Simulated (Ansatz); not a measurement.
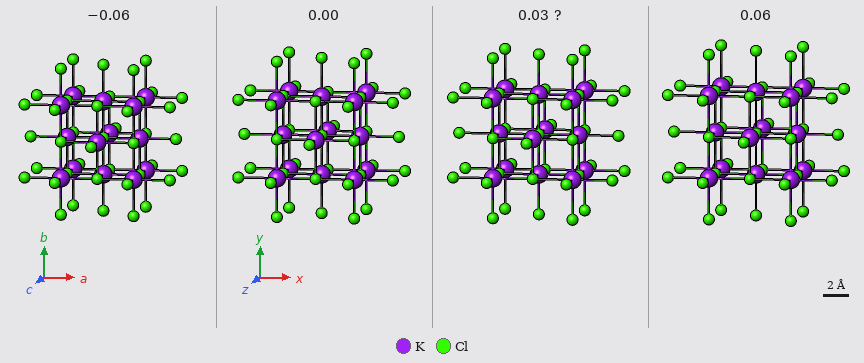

A scan of a crystal of KCl (Fm-3m): the cell is strained equally along x and y, with the atoms kept at their fractional coordinates. x, y and z are the Cartesian axes of the input. A ball-and-stick model of the conventional cell (4 times the calculation's cell), seen along the c axis, with a slight tilt. Lengths and directions refer to the drawn axes.

These are results of DFT r2SCAN, scalar-relativistic, plane waves, PAW (Ansatz), not measurements. (plane-wave cutoff 500 eV; k-point mesh 6 × 6 × 6; occupations gaussian; smearing width 0.05 eV; no spin polarisation). Energies (free energies at the smearing named) are counted from the cell as listed in its source, which wasn't relaxed.

| strain | energy change (meV/atom) |
| --- | --- |
| −0.0600 | 41.9 |
| −0.0450 | 21.1 |
| −0.0300 | 8.0 |
| −0.0150 | 1.3 |
| 0.0000 | 0.0 |
| 0.0150 | 3.0 |
| 0.0300 | ? |
| 0.0450 | 19.2 |
| 0.0525 | 24.9 |
| 0.0600 | 31.0 |

Fill in the missing row.

A straight line between the two neighbours gives 11.1 meV/atom. A cubic through the four nearest rows (0.0000, 0.0150, 0.0450, 0.0525) gives, with Lagrange weights, (−0.1429)(0.0) + (0.6000)(3.0) + (1.0000)(19.2) + (−0.4571)(24.9) = 9.6 meV/atom. The calculation gives 9.7 meV/atom, so the cubic is 0.1 meV/atom too low and the straight line 1.4 meV/atom too high, as the curve bends upwards here.

The whole profile:

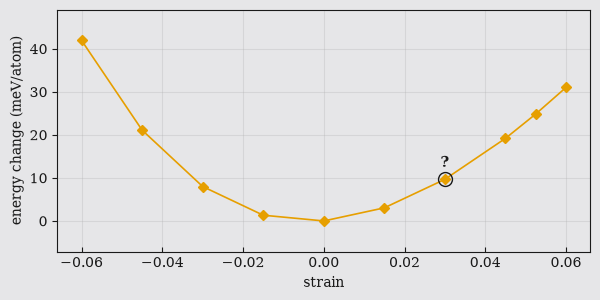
